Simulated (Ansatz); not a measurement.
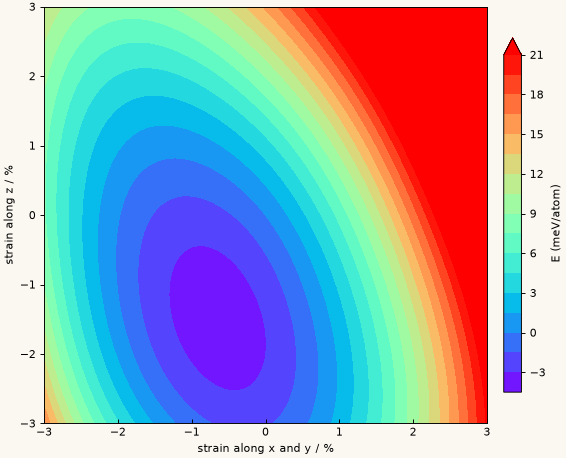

Energy landscape of Sn (I4_1/amd, No. 141; 2 atoms in the cell). The cell is strained homogeneously, by one strain along x and y and another along z, with fractional coordinates fixed (x along [1 0 0], z along [0 0 1] of the conventional cell). Coordinates scanned: (1) strain along x and y; (2) strain along z. The grid has 5 × 5 points. Points are written as (first, second). All energies are given in meV/atom relative to the unstrained cell. The reference cell is the one listed in the database, not relaxed at this level. Method: DFT PBEsol, scalar-relativistic, plane waves, PAW in Ansatz. Settings: cutoff 420 eV, k-mesh 16×16×16, gaussian smearing 0.15 eV, no spin polarisation.

Drawn: filled contours, one colour for all values above the top of the scale. Between grid points the surface is interpolated. 

Question: Where are the wells?

Answer: The lowest grid point is at (0.0 %, −1.5 %), −2.9 meV/atom from the unstrained cell. The bottom of the well lies between grid points, at about (−0.7 %, −1.5 %), about 1 meV/atom lower on the interpolated surface. No other kind of well shows on this grid. The highest grid point, (3.0 %, 3.0 %), lies 56.7 meV/atom above the lowest.

Grid values (meV/atom):

| strain along z ↓, strain along x and y → | −3.0 | −1.5 | 0.0 | 1.5 | 3.0 |
| --- | --- | --- | --- | --- | --- |
| 3.0 | 12.0 | 8.5 | 15.3 | 30.7 | 53.8 |
| 1.5 | 8.5 | 2.2 | 6.3 | 19.6 | 41.0 |
| 0.0 | 7.7 | −1.6 | 0.0 | 11.3 | 30.9 |
| −1.5 | 10.1 | −2.2 | −2.9 | 6.4 | 24.1 |
| −3.0 | 16.3 | 1.3 | −1.7 | 5.5 | 21.2 |
